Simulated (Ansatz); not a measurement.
# CoSi2/ZnS/NiSi2: predicting the conductance of a thicker barrier

**Method.** Ansatz 0.2.0, plane waves with PAW datasets, PBE. Interfaces are relaxed in a short slab (with D3(BJ) where the barrier is layered), set between ideal electrode layers that go on as semi-infinite leads, and the zero-bias conductance G at 300 K comes from T(E) on a typed mesh. The error is the largest of the program's estimates from energy step, mesh, the leads' potential steps and neutrality; its separate bound for narrow resonances between the energies solved isn't counted and can be far larger. The lower electrode is CoSi2 (fluorite 111), the upper NiSi2 (fluorite 111) and the barrier ZnS (wurtzite 0001), on a net of side 3.82 Å; d is the distance between the electrodes' last planes.

The runs shown:

| planes in the barrier | d (Å) | G (S/m²) | error (%) | lead step (meV) |
| --- | --- | --- | --- | --- |
| 4 | 8.82 | 3.68e13 | 38 | 7 |
| 8 | 15.17 | 1.54e12 | 40 | 7 |

**Question.** A further run has 12 planes, d = 21.52 Å. Fit G ∝ exp(−βd) to the rows shown and predict its conductance.

Working: Through two points, β = ln(3.68e13 / 1.54e12) / (15.17 − 8.82) = 3.17 / 6.35 = 0.500 Å⁻¹. From the last point shown, G = 1.54e12 × exp(−0.500 × 6.35) = 6.45e10 S/m².

What the calculation gave: The run gave 5.56e10 S/m², with an error estimate of 31 % and a lead step of 7 meV. The prediction is 1.16 times that, too high by 16 %. That lies within the runs' own error estimates, carried through the fit.

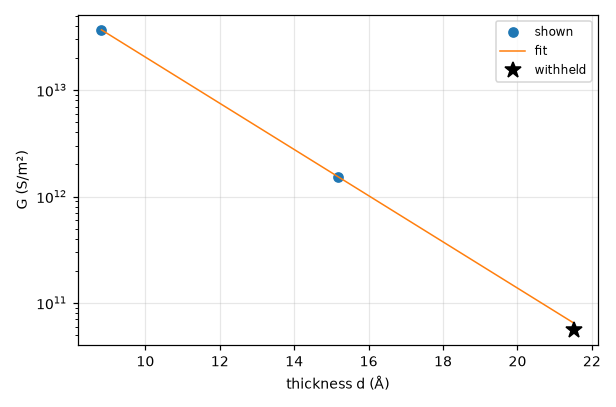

Fit and withheld run.

Caveats: The interfaces are ideal, one cell wide, strained to a common net and relaxed from one registry with their symmetry kept. PBE's gaps are too small, so true decay constants are likely larger where the Fermi level lies deep in a gap. No spin-orbit coupling, phonons, disorder or image charges enter. The rows shown are chosen by tests on error estimates (under 100 to 120 %), lead steps (under 150 meV, though the program warns over 25), intact interfaces and, for fits, a steady trend in the rows shown; the data set holds 414 series of this kind, and not all pass.
